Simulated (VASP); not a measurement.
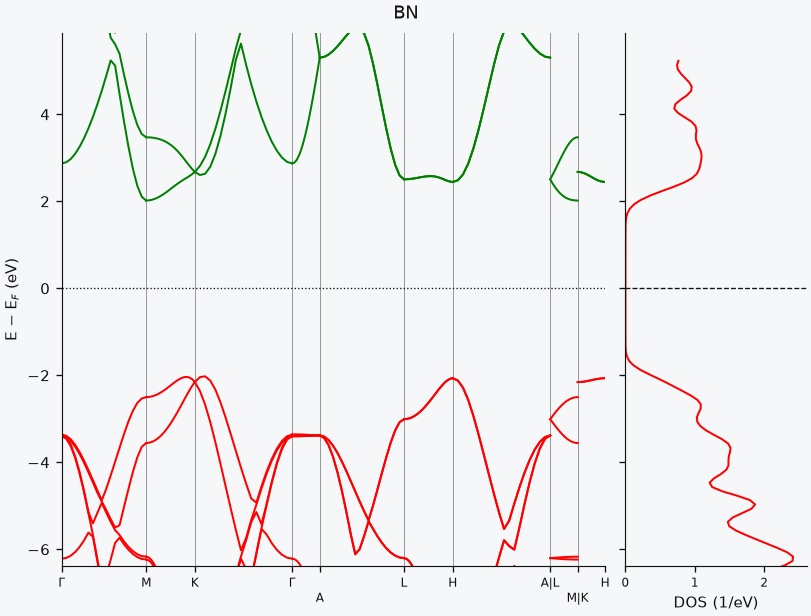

Band structure and density of states. Energies are counted from the Fermi level, put mid-gap where there is a gap. The DOS curve is built from the levels of the k mesh with Gaussians 0.55 eV wide, which also blur the band edges; ripples of that width can come from the mesh.

Question: What lattice type does the k path imply?

Answer: A hexagonal (primitive) lattice: the path Γ–M–K–Γ–A–L–H–A|L–M|K–H runs through the special points of its Brillouin zone.

Structure: layered hexagonal BN, space group P6_3/mmc (No. 194), 4 atoms in the cell; a = 2.498 Å, c = 6.636 Å (hexagonal axes).

VASP; LDA, VASP PAW LDA potentials, release 64 (N, B), no spin polarisation, no spin-orbit coupling, 12×12×4 k mesh, 520 eV cutoff, Gaussian smearing of 0.02 eV.

Question: What does the band structure say about the gap?

Answer: The bands leave a gap. The gap along this path is 4.04 eV and indirect, from the valence-band top between K and Γ to the conduction-band bottom at M; the smallest direct gap is 4.51 eV, at H. At H the top valence band lies only 0.04 eV lower.

Question: What are the direct gaps at K, Γ and H?

Answer: The direct gaps are 4.83 eV at K, 6.24 eV at Γ and 4.51 eV at H.

LDA, GGA and most meta-GGA functionals understate gaps.
